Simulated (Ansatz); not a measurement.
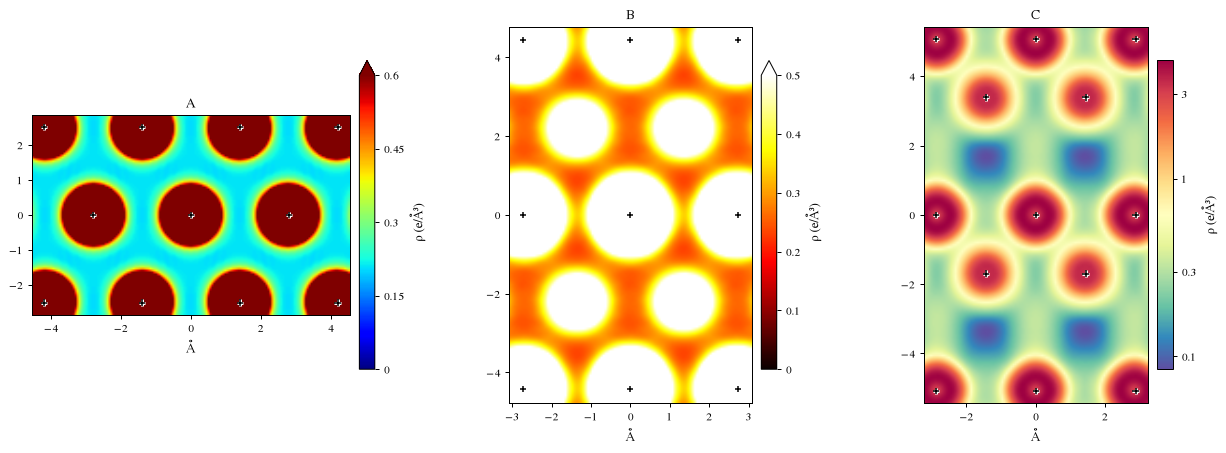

The valence pseudo-density of 3 systems, each on a plane through atoms (crosses mark nuclei in the plane).

The calculation used DFT r2SCAN, scalar-relativistic, plane waves, PAW (Ansatz 0.2.0).

System 1: TaN, the (110) plane of the calculation cell. Space group P-6m2.

System 2: Ti, the (011̄) plane of the conventional cell. Space group I4/mmm; changed on purpose from its base cell (strain -0.025 along x and y, +0.025 along z, atoms carried along); computed pressure about 8 GPa in this cell; computed without spin polarisation.

```
CELL_PARAMETERS angstrom
1.97925 -1.97925 0.00000
1.97925 1.97925 0.00000
0.00000 0.00000 4.16150
ATOMIC_POSITIONS crystal
Ti 0.00000 0.00000 0.00000
Ti 0.50000 0.50000 0.50000
```

System 3: Rh, the (100) plane of the conventional cell. Space group P6₃/mmc; a structure from a database of computed crystals, not necessarily the ambient phase; computed pressure about −10 GPa in this cell; computed without spin polarisation.

Q: Which map belongs to which system?

A: Panel A is system 2, Ti: the plane holds Ti. Ti–Ti (2.80 Å): the density is about 0.2 e/Å³ at the midpoint. Panel B is system 3, Rh: the plane holds Rh. Rh–Rh (2.73 Å): ρ is about 0.34 e/Å³ halfway. Panel C is system 1, TaN: the plane holds Ta and N. Ta–N (2.23 Å): ρ is about 0.54 e/Å³ halfway.
